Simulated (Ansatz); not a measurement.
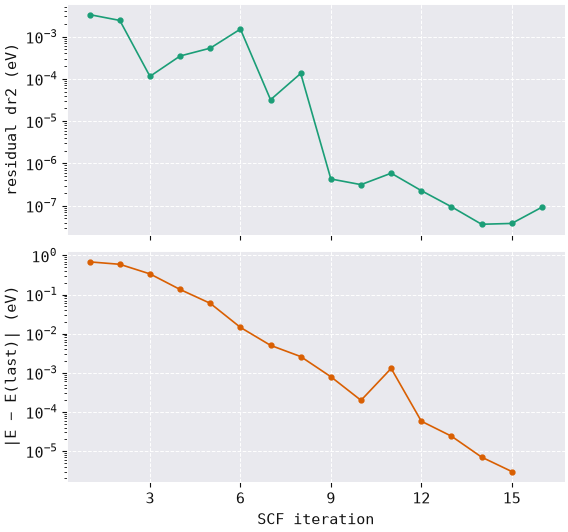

The plot shows the SCF iterations of a calculation: density residual dr2, distance of the Harris–Foulkes energy from its last value. The run starts from the density of an earlier run.

Program: Ansatz.

```
crystal:
  lattice:
    - [3.5800003276, 0.0, 0.0]
    - [-1.7900001638, 3.1003712292, 0.0]
    - [0.0, 0.0, 5.6206005144]
  atoms:
    - { symbol: Ho, position: [0.3333333333, 0.6666666667, 0.75], spin: 4.82, spin_axis: [1.0, 1.0, 1.0] }
    - { symbol: Ho, position: [0.6666666667, 0.3333333333, 0.25], spin: 4.82, spin_axis: [1.0, 1.0, 1.0] }
basis:
  ecutwfc: 420
  ecutrho_ratio: 4
kpoints:
  mp_grid: { grid: [10, 10, 6] }
hamiltonian:
  xc: pbe
  hubbard: { sites: [{ species: Ho, l: f, u_eff: 6.0 }] }
scf:
  occupations: { method: gaussian, width: 0.05 }
  lower_state_search: "off"
  convergence: { dr2_threshold: 1.0e-09 }
output:
  forces: true
  stress: true
  eigenvalues: true
  populations: true
  hubbard: { sites: [{ species: Ho, l: f }] }
magnetization:
  noncollinear: true
  spin_orbit: true
checkpoint:
  read: start.run
  write: ck
  compress: false
  write_wavefunctions: false
  write_every: 100000
```

Command:
```bash
ansatz run input.yaml --threads 4 --pin off --max-ram 9216MiB --backend cpu --events-out ev --progress --plain --runs-dir out
```

> How did this run end?

It did not finish: the time limit cut it off after 16 iterations. The residual comes down slowly and unevenly, and has reached only 9 × 10⁻⁸ when the run stops. From the first spectrum the program read the system as a metal and chose the Kerker preconditioner.

> Read the residual at the first and at the last step drawn.

It starts near 3 × 10⁻³ and ends near 9 × 10⁻⁸ eV.
